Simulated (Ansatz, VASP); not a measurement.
# Ba2HgN2 in two plane-wave programs

Aim: how closely do two programs agree when they are given the same cell, functional and k mesh? The cell is invented: As first built, before any earlier steps moved the atoms: it takes the Ba2CaN2 structure with some of its atoms replaced by other elements, volume scaled by an estimate. It may not be a known or stable phase. The cell is taken from a series of runs on this material, whose earlier steps may have relaxed or scaled it; both programs get it as it stands.

Method: plane waves, with VASP 6.6.1 beside it; single point at LDA, in Ansatz 0.2.0.

### Step 1. Starting point

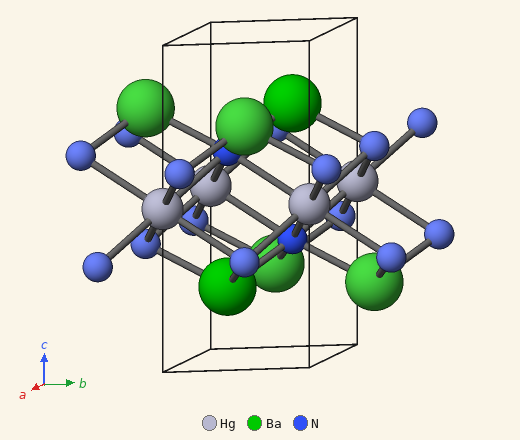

The starting structure, seen slightly off an axis (mercury light grey, barium green, nitrogen blue). Some periodic images of atoms are drawn too.

Structure file:

```cif
data_structure
_symmetry_space_group_name_H-M 'P-3m1'
_symmetry_Int_Tables_number 164
_cell_length_a 3.9973
_cell_length_b 3.9973
_cell_length_c 8.8439
_cell_angle_alpha 90.000
_cell_angle_beta 90.000
_cell_angle_gamma 120.000
_cell_volume 122.38
loop_
_atom_site_label
_atom_site_type_symbol
_atom_site_symmetry_multiplicity
_atom_site_Wyckoff_symbol
_atom_site_fract_x
_atom_site_fract_y
_atom_site_fract_z
_atom_site_occupancy
Hg1 Hg 1 b 0.00000 0.00000 0.50000 1
Ba1 Ba 2 d 0.66667 0.33333 0.23381 1
N1 N 2 d 0.66667 0.33333 0.64926 1
```

### Step 2. VASP: single point, LDA

A single point gives forces, pressure and levels at one fixed geometry, so differences don't come from the geometry; what else differs is listed under the comparison.

Lines of VASP's logs that name or quote its potential files are left out, and so is its time.

Contents of INCAR:

```
SYSTEM = Ba2HgN2
PREC = Accurate
ENCUT = 520
EDIFF = 1E-06
NELM = 100
ISMEAR = 0
SIGMA = 0.05
LREAL = .FALSE.
ALGO = Normal
GGA = PW92
NBANDS = 27
LORBIT = 11
LWAVE = .FALSE.
LCHARG = .FALSE.
KPAR = 2
ISIF = 2
```

Contents of POSCAR:

```
Ba2HgN2
1.0
    3.9972855900     -0.0000000200      0.0000000000
   -1.9986433200      3.4617511400      0.0000000000
    0.0000000000      0.0000000000      8.8438752400
Hg Ba N
1 2 2
Direct
    0.0000000000      0.0000000000      0.5000000000
    0.6666666700      0.3333333300      0.2338054600
    0.3333333300      0.6666666700      0.7661945400
    0.6666666700      0.3333333300      0.6492595200
    0.3333333300      0.6666666700      0.3507404800
```

Contents of KPOINTS:

```
Automatic mesh
0
Gamma
4 4 2
0 0 0
```

Potentials, in the order of the species: Hg, Ba_sv and N (LDA family, release 64).

The run is started by

```console
> mpirun -np 2 vasp_std
```

Numbers of over 12 decimals in the logs are rounded to 6 here.

Log:

```text
[banner, memory and clock lines left out]
running    2 mpi-ranks, on    1 nodes
 distrk:  each k-point on    1 cores,    2 groups
 distr:  one band on    1 cores,    1 groups

 POSCAR found type information on POSCAR HgBaN
 POSCAR found :  3 types and       5 ions
|                                                                             |
|               ----> ADVICE to this user running VASP <----                  |
|                                                                             |
|     You enforced a specific xc type in the INCAR file but a different       |
|     [... a line on the potential file left out ...]
|     I HOPE YOU KNOW WHAT YOU ARE DOING!                                     |
|                                                                             |

 LDA part: xc-table for (Slater(with rela. corr.)+PW92), standard interpolation
 POSCAR, INCAR and KPOINTS ok, starting setup
 FFT: planning ... GRIDC
 FFT: planning ... GRID_SOFT
 FFT: planning ... GRID
 WAVECAR not read
 entering main loop
       N       E                     dE             d eps       ncg     rms          rms(c)
DAV:   1     0.314345478535E+03    0.31435E+03   -0.20029E+04   432   0.141E+03
DAV:   2    -0.229137224633E+01   -0.31664E+03   -0.30409E+03   550   0.316E+02
DAV:   3    -0.307767375546E+02   -0.28485E+02   -0.28207E+02   594   0.900E+01
DAV:   4    -0.313615737610E+02   -0.58484E+00   -0.58396E+00   624   0.121E+01
DAV:   5    -0.313694715379E+02   -0.78978E-02   -0.78962E-02   565   0.131E+00    0.170E+01
DAV:   6    -0.242271382718E+02    0.71423E+01   -0.58378E+01   558   0.542E+01    0.133E+01
DAV:   7    -0.232373208032E+02    0.98982E+00   -0.10091E+01   532   0.152E+01    0.701E+00
DAV:   8    -0.228443788147E+02    0.39294E+00   -0.14788E+00   458   0.547E+00    0.244E+00
DAV:   9    -0.228133552530E+02    0.31024E-01   -0.17267E-01   541   0.163E+00    0.692E-01
DAV:  10    -0.228106284526E+02    0.27268E-02   -0.30106E-02   489   0.716E-01    0.325E-01
DAV:  11    -0.228102243585E+02    0.40409E-03   -0.34384E-03   544   0.297E-01    0.175E-01
DAV:  12    -0.228103317519E+02   -0.10739E-03   -0.61579E-04   508   0.951E-02    0.724E-02
DAV:  13    -0.228101973353E+02    0.13442E-03   -0.89246E-04   495   0.109E-01    0.128E-02
DAV:  14    -0.228101986995E+02   -0.13641E-05   -0.32552E-05   509   0.299E-02    0.122E-02
DAV:  15    -0.228101964864E+02    0.22130E-05   -0.10775E-05   511   0.126E-02    0.476E-03
DAV:  16    -0.228101963107E+02    0.17576E-06   -0.45634E-06   442   0.775E-03
   1 F= -.22810196E+02 E0= -.22808570E+02  d E =-.325352E-02
```

Parts of OUTCAR (step 2):

```text
ion  position               nearest neighbor table
   1  0.000  0.000  0.500-   4 2.66   5 2.66   5 2.66   4 2.66   4 2.66   5 2.66   3 3.30   2 3.30
                             3 3.30   2 3.30   2 3.30   3 3.30
   2  0.667  0.333  0.234-   5 2.53   5 2.53   5 2.53   1 3.30   1 3.30   1 3.30   3 4.74   3 4.74
                             3 4.74
   3  0.333  0.667  0.766-   4 2.53   4 2.53   4 2.53   1 3.30   1 3.30   1 3.30   2 4.74   2 4.74
                             2 4.74
   4  0.667  0.333  0.649-   3 2.53   3 2.53   3 2.53   1 2.66   1 2.66   1 2.66
   5  0.333  0.667  0.351-   2 2.53   2 2.53   2 2.53   1 2.66   1 2.66   1 2.66

  LATTYP: Found a hexagonal cell.
 ALAT       =     3.9972855900
 C/A-ratio  =     2.2124701978

 Subroutine GETGRP returns: Found 12 space group operations
 (whereof 12 operations were pure point group operations)

The static configuration has the point symmetry D_3d.

 Found      8 irreducible k-points:

   k-points           NKPTS =      8   k-points in BZ     NKDIM =      8   number of bands    NBANDS=     27

   dimension x,y,z NGX =    30 NGY =   30 NGZ =   70
   dimension x,y,z NGXF=    60 NGYF=   60 NGZF=  140

   ENCUT  =  520.0 eV  38.22 Ry    6.18 a.u.   7.43  7.43 16.44*2*pi/ulx,y,z

   NELECT =      42.0000    total number of electrons

 k-points in reciprocal lattice and weights: Automatic mesh
   0.00000000  0.00000000  0.00000000       0.031
   0.25000000 -0.00000000  0.00000000       0.188
   0.50000000 -0.00000000  0.00000000       0.094
   0.25000000  0.25000000  0.00000000       0.188
   0.00000000  0.00000000  0.50000000       0.031
   0.25000000 -0.00000000  0.50000000       0.188
   0.50000000 -0.00000000  0.50000000       0.094
   0.25000000  0.25000000  0.50000000       0.188

 average (electrostatic) potential at core
       1 -40.6325       2 -35.6252       3 -35.6252       4 -64.8167       5 -64.8167

 E-fermi :   2.3838

 k-point     1 :       0.0000    0.0000    0.0000
  band No.  band energies     occupation
    ...
     18       0.6765      2.00000
     19       1.1776      2.00000
     20       1.4386      2.00000
     21       1.4386      2.00000
     22       1.4916      2.00000
     23       3.7214      0.00000
     24       4.8928      0.00000
     25       6.9840      0.00000
     26       7.0076      0.00000
     27       7.0939      0.00000

 k-point     2 :       0.2500   -0.0000    0.0000
  band No.  band energies     occupation
    ...
     17       0.6437      2.00000
     18       0.7602      2.00000
     19       0.8873      2.00000
     20       1.7552      2.00000
     21       1.7942      2.00000
     22       2.5831      0.00000
     23       3.7630      0.00000
     24       4.9190      0.00000
     25       5.7754      0.00000
     26       6.1126      0.00000
    ...

 k-point     3 :       0.5000   -0.0000    0.0000
  band No.  band energies     occupation
    ...
     17       0.2535      2.00000
     18       0.7379      2.00000
     19       0.8318      2.00000
     20       2.2153      2.00000
     21       2.3267      1.89393
     22       3.3503      0.00000
     23       4.1502      0.00000
     24       4.5620      0.00000
     25       5.5625      0.00000
     26       5.8675      0.00000
    ...

  Total       -0.0304041     -0.0304041     -0.0710376      0.0000000      0.0000000      0.0000000
  in kB       -0.3980510     -0.3980510     -0.9300268      0.0000001      0.0000000      0.0000000
  external PRESSURE =      -0.5753763 kB  Pullay stress =       0.0000000 kB

  energy-cutoff  :      520.00
  volume of cell :      122.38
      direct lattice vectors                 reciprocal lattice vectors
     3.997285590 -0.000000020  0.000000000     0.250169767  0.144435609  0.000000000
    -1.998643320  3.461751140  0.000000000     0.000000001  0.288871141  0.000000000
     0.000000000  0.000000000  8.843875240     0.000000000  0.000000000  0.113072604

 POSITION                                       TOTAL-FORCE (eV/Angst)
 -----------------------------------------------------------------------------------
      0.00000      0.00000      4.42194         0.000000     -0.000000      0.000000
      1.99864      1.15392      2.06775        -0.000000     -0.000000     -0.005515
     -0.00000      2.30783      6.77613         0.000000      0.000000      0.005515
      1.99864      1.15392      5.74197        -0.000000      0.000000      0.014593
     -0.00000      2.30783      3.10191        -0.000000      0.000000     -0.014593
 -----------------------------------------------------------------------------------
    total drift:                               -0.000000     -0.000000     -0.000000

  FREE ENERGIE OF THE ION-ELECTRON SYSTEM (eV)
  ---------------------------------------------------
  free  energy   TOTEN  =       -22.8101963107 eV

  energy  without entropy=      -22.8069427943  energy(sigma->0) =      -22.80856955

 total charge
# of ion       s       p       d       tot
------------------------------------------
    1        0.708   0.321   9.387  10.416
    2        2.043   5.531   0.579   8.154
    3        2.043   5.531   0.579   8.154
    4        1.284   2.207   0.000   3.491
    5        1.284   2.207   0.000   3.491
--------------------------------------------------
tot          7.363  15.797  10.545  33.706

[... 3 further parts left out ...]
```

The run ends at a pressure of -0.06 GPa, with forces up to 0.015 eV/Å.

### Step 3. Ansatz: single point, LDA

Ansatz runs on its default PAW (the set named soft_2) files.

The same cell, functional (in two slightly different forms), mesh and smearing now go to Ansatz, which takes its cutoff from its data sets.

Contents of input.yaml:

```yaml
crystal:
  lattice:
    - [3.99728559, -2.0e-08, 0.0]
    - [-1.99864332, 3.46175114, 0.0]
    - [0.0, 0.0, 8.84387524]
  atoms:
    - { symbol: Hg, position: [0.0, 0.0, 0.5] }
    - { symbol: Ba, position: [0.66666667, 0.33333333, 0.23380546] }
    - { symbol: Ba, position: [0.33333333, 0.66666667, 0.76619454] }
    - { symbol: "N", position: [0.66666667, 0.33333333, 0.64925952] }
    - { symbol: "N", position: [0.33333333, 0.66666667, 0.35074048] }
hamiltonian:
  xc: lda
  pseudopotentials: { kind: paw }
kpoints:
  mp_grid: { grid: [4, 4, 2] }
scf:
  occupations: { method: gaussian, width: 0.05 }
  n_extra_bands: 5
output:
  forces: true
  stress: true
  eigenvalues: true
```

The run is started by

```console
> ansatz run input.yaml --threads 4 --pin off --max-ram 9216MiB --backend cpu --events-out ev --progress --plain --runs-dir out
```

Log:

```text
Warning: the atoms were moved onto the symmetric positions of the space group found under crystal.symmetry.tolerance 1.0e-5 (fractional; no operation is sought that the atoms, as they stand in a round, miss by more than twice it, and no atom is moved by as much as it), and the run uses the moved positions. Before a round's move an operation carried an atom to 4.00e-8 Å from where it should land, the largest such dist [...]
scf.n_extra_bands = 5 over 25 filled bands (N_el = 50.0): the run solves 30 bands
Engine: ansatz 0.2.0, aarch64-unknown-linux-gnu
Pseudopotentials: kind: paw
Pseudopotential: Hg, paw, valence charge 20, recommended cutoff 420 eV (normal), Hg.paw.azcp
Pseudopotential: Ba, paw, valence charge 10, recommended cutoff 420 eV (normal), Ba.paw.azcp
Pseudopotential: N, paw, valence charge 5, recommended cutoff 420 eV (normal), N.paw.azcp
Functional definition: SPW92
  exchange = slater_x
  correlation = pw_c
Crystal: 5 atoms, lattice volume = 122.378 Å³
Basis set: ecut = 420 eV, 2417 PW (Γ)
Bands: 30, of which v1, the nominal top of the filled ones, is band 25 counted from 1 (24 counted from 0)
Symmetry: 12 space group operations
Space group: P-3m1 (ITA 164), of the structure as read, at distance tolerance 5.0e-5 Å
k-points: 8 of 32
Non-local potential: Hg, projectors of the file, l = 0: 3, l = 1: 2, l = 2: 2, l = 3: 1
Non-local potential: Ba, projectors of the file, l = 0: 3, l = 1: 2, l = 2: 2, l = 3: 2
Non-local potential: N, projectors of the file, l = 0: 2, l = 1: 2, l = 2: 1
PAW form: soft (Blöchl's): semilocal exchange-correlation on the pseudo side does not see the compensation charge
PAW frozen core: Hg, regenerated for the run's functional, and the local potential with it (the file was generated under x = pbe(κ = 0.804, μ = 0.219515), c = pbe(β = 0.066725))
PAW frozen core: Ba, regenerated for the run's functional, and the local potential with it (the file was generated under x = pbe(κ = 0.804, μ = 0.219515), c = pbe(β = 0.066725))
PAW frozen core: N, regenerated for the run's functional, and the local potential with it (the file was generated under x = pbe(κ = 0.804, μ = 0.219515), c = pbe(β = 0.066725))
PAW one-centre angular grid: Hg, 590 points (default); XC on 64 Gauss nodes
PAW one-centre angular grid: Ba, 194 points (default); XC on 64 Gauss nodes
PAW one-centre angular grid: N, 110 points (default); XC on 64 Gauss nodes
Initial density: superposition of atomic densities (neutral atoms: chi_scale 0, normalization atom), corrected by the library's trained network
Initial wavefunctions: pseudopotential atomic-orbital guess
Functional: x = slater, c = lda
SCF iter   1: F=—  HF=-25828.842787 eV  |F-HF|=—  |Δ(HF+E_count)|=         —  Δρ=8.72e-3  dr2=1.39e-1  ethr=1.77e-3  ⟨swp⟩=7.4  Hψ=1208  notcnv=0
preconditioner: auto → LDOS  [insulator: Δε(μ)=0.074 eV  Ē_g=9.500 eV  σ=0.050 eV  W_gap=0.59  n_scr=36 (ndim 8)  ℏωp=20.7 eV  f_vac=0.054  D(μ)=2.44/eV (n_scr^D=10)  ε∞_Penn≈5.7  β→1.0]
SCF iter   2: F=—  HF=-25828.829595 eV  |F-HF|=—  |Δ(HF+E_count)|=   1.32e-2  Δρ=6.38e-3  dr2=6.19e-2  ethr=2.78e-4  ⟨swp⟩=3.2  Hψ=542  notcnv=0  defer=5
SCF iter   3: F=—  HF=-25828.813016 eV  |F-HF|=—  |Δ(HF+E_count)|=   1.66e-2  Δρ=1.48e-3  dr2=4.01e-3  ethr=1.24e-4  ⟨swp⟩=2.9  Hψ=452  notcnv=0  defer=5
SCF iter   4: F=—  HF=-25828.812193 eV  |F-HF|=—  |Δ(HF+E_count)|=   8.23e-4  Δρ=5.95e-4  dr2=7.42e-4  ethr=8.03e-6  ⟨swp⟩=2.0  Hψ=415  notcnv=0  defer=5
SCF iter   5: F=—  HF=-25828.812087 eV  |F-HF|=—  |Δ(HF+E_count)|=   1.06e-4  Δρ=1.25e-4  dr2=1.19e-5  ethr=1.48e-6  ⟨swp⟩=2.0  Hψ=333  notcnv=0  defer=5
SCF iter   6: F=—  HF=-25828.812056 eV  |F-HF|=—  |Δ(HF+E_count)|=   3.13e-5  Δρ=2.83e-5  dr2=4.15e-7  ethr=2.37e-8  ⟨swp⟩=2.2  Hψ=426  notcnv=0  defer=5
SCF iter   7: F=-25828.812056 eV  HF=-25828.812056 eV  |F-HF|=7.61e-9  |Δ(HF+E_count)|=   8.17e-8  Δρ=5.68e-6  dr2=2.79e-8  ethr=2.00e-10  ⟨swp⟩=10.2  Hψ=1248  notcnv=0
SCF 1 converged in 7 iterations: F = -25828.812056 eV  dr2 = 2.79e-8
  greatest PAW one-centre occupation: 1.000 electrons in one spin orbital (limit 2), on the Hg atom at site 0 (counted from 0), in its partial waves of l = 0
SCF converged after 7 iterations
Free energy (F): -25828.812056 eV
Harris-Foulkes:  -25828.812056 eV  (|F-HF|=7.61e-9)
Internal energy: -25828.809060 eV  (E = F + TS)
E sigma→0 (E₀):  -25828.810558 eV
Entropy (-TS):   -0.002995 eV (-0.599 meV/atom)
Fermi energy:    9.281637 eV
--- Per-component energies (eV) ---
  E_band       = -521.446652
  E_kinetic    = 1196.555230
  E_local      = -6578.255514  (includes V_loc(G=0)·N_el)
  E_nonlocal   = 298.193503
  E_hartree    = 2904.794688
  E_xc         = -671.233233
  E_vxc        = -685.242570  (∫ρ·V_xc dr)
  E_paw        = -20005.087322  (= ΣΔE_a)
  E_vpaw       = -562.279282  (= ΣTr[D̂ρ^β])
  E_aug_tail   = 0.001085  (compensation charges beyond the density's cutoff)
  E_ewald      = -2975.078709
  E_core_change = 1.301212  (= ΣΔE_core)
  E_smearing   = -0.002995  (= −TS)
  E_closure    = -0.000000  (closes the sum)
  Σ components = -25828.812056   (vs F -25828.812056, Δ=0.00e0)
--- Forces (eV/Å), atoms counted from 1 ---
  atom   1  Hg     0.00000000    -0.00000000     0.00000000
  atom   2  Ba     0.00000000     0.00000000     0.32380744
  atom   3  Ba    -0.00000000    -0.00000000    -0.32380744
  atom   4  N     -0.00000000     0.00000000     0.23629575
  atom   5  N      0.00000000    -0.00000000    -0.23629575
  max |Σ_I F_I| component: 4.63e-18 eV/Å
--- Stress (GPa, compression-positive) ---
       -2.193488       0.000000      -0.000000
        0.000000      -2.193488       0.000000
       -0.000000       0.000000      -1.322277
  P = ⅓ Tr σ = -1.9031 GPa (-19.031 kbar)
--- Band table (eV; the first three rows and the last of 8) ---
  k-point 0: bands = [... 21 lower, 7.5718, 8.0787, 8.3525, 8.3525, 8.3885, 10.6284, 11.5553, 13.6891, ... 1 higher]
  k-point 1: bands = [... 21 lower, 7.5852, 7.8627, 8.3343, 8.3343, 9.0181, 9.6370, 12.2285, 13.4325, ... 1 higher]
  k-point 2: bands = [... 21 lower, 7.6719, 7.7804, 8.6470, 8.6945, 9.4761, 10.6637, 11.7837, 12.5397, ... 1 higher]
  k-point 7: bands = [... 21 lower, 7.6168, 7.8568, 8.8303, 9.0151, 10.4423, 11.2360, 11.3953, 11.8648, ... 1 higher]
```

In the SCF lines HF is the Harris–Foulkes energy and dr2 the Hartree energy of the density residual, in eV; the loop may stop once dr2 is under the threshold and the program's other checks hold. Hψ counts applications of the Hamiltonian.

The run ends at a pressure of -1.90 GPa, with forces up to 0.32 eV/Å.

### Step 4. Differences

Known differences besides the PAW data sets themselves: the data sets hold 50 valence electrons in Ansatz (default PAW (the set named soft_2) files) and 42 in VASP; the cutoff is 420 eV in Ansatz and 520 eV in VASP; Ansatz makes its cores anew for this functional, VASP keeps those of its LDA data sets. Total energies have different zeros and are not compared.

Compared:

| quantity | Ansatz | VASP | difference |
| --- | --- | --- | --- |
| pressure (GPa) | -1.90 | -0.06 | -1.85 |

At this near-relaxed geometry the largest component of a force difference is 329 meV/Å. Ansatz's pressure holds a Pulay correction of 0.20 GPa; VASP's holds none.

### Step 5. Further runs

The difference is large enough to ask for its cause, so further runs change the set-up of one program at a time, as the table lists.

| run | r.m.s. force difference (meV/Å) |
| --- | --- |
| as above | 145 |
| VASP with the data sets Hg_sv_GW, Ba_sv_GW and N_GW, a cutoff of 680 eV and GGA = CA, the Perdew-Zunger form of LDA | 11 |
| VASP with the data sets Hg, Ba_sv and N_h, a cutoff of 1210 eV and GGA = CA, the Perdew-Zunger form of LDA | 148 |

### Step 6. Results

```
r.m.s. force difference (single point, LDA) : 145 meV/Å
difference in pressure (single point, LDA)  : -1.8 GPa
```

What this shows: The r.m.s. force difference is 145 meV/Å (single point, LDA), beyond the 12 meV/Å picked in this series as the mark of a large difference. Also far apart in the single point, LDA pair: the difference in pressure, -1.8 GPa. For single point, LDA: with VASP with the data sets Hg_sv_GW, Ba_sv_GW and N_GW, a cutoff of 680 eV and GGA = CA, the Perdew-Zunger form of LDA the r.m.s. force difference shrinks in size, from 145 to 11 meV/Å. How closely two codes agree says nothing of how well the functional describes the real material.

[Lines on the potential files, build, host, timing and source positions are cut from VASP's logs without a mark.]

[Logs are printed without paths, hosts, clocks, repeated set-up lines and the standing remarks that a program may print on its own settings, such as how far it seeks lower states.]

[Hosts, paths, dates, database ids (printed as entryN), source tags and the programs' standing remarks are cut or masked in the printed files.]
